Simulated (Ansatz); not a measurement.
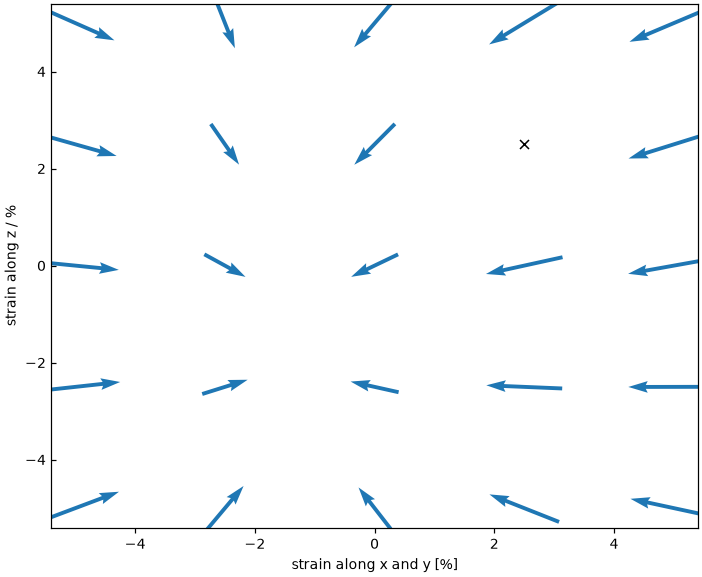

Ge (Cmmm, No. 65; 1 atom in the cell). The cell is strained homogeneously, by one strain along x and y and another along z, with fractional coordinates fixed (x along [1 0 0], z along [0 0 1] of the conventional cell). The first coordinate is: strain along x and y; the second: strain along z. The scan uses a 5 × 5 grid. At 1 point there is no value. The reference cell is the one listed in the database, not relaxed at this level. Method: DFT r2SCAN, scalar-relativistic, plane waves, PAW (Ansatz 0.2.0). Settings: cutoff 500 eV, k-mesh 20×20×18 in the order of the run's cell vectors, gaussian smearing 0.15 eV, no spin polarisation.

Drawn: crosses at grid points without a value, arrows along the force (downhill), their lengths compressed.

> The arrows alone are given. Where is the energy lowest?

The arrows converge at about strain along x and y = −1.4 %, strain along z = −1.7 % (read from the interpolated surface).

The energy map of the same scan:

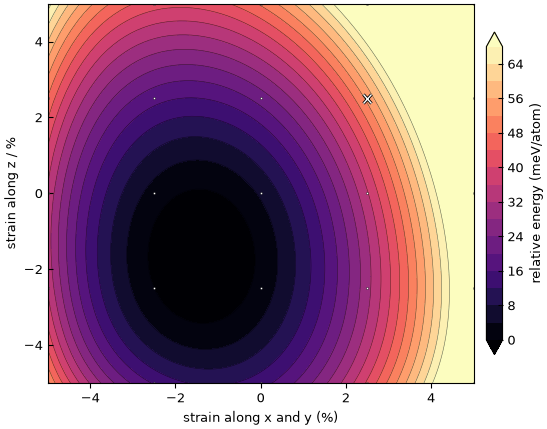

Energies are in meV/atom, from the lowest grid point; between grid points the surface is interpolated.
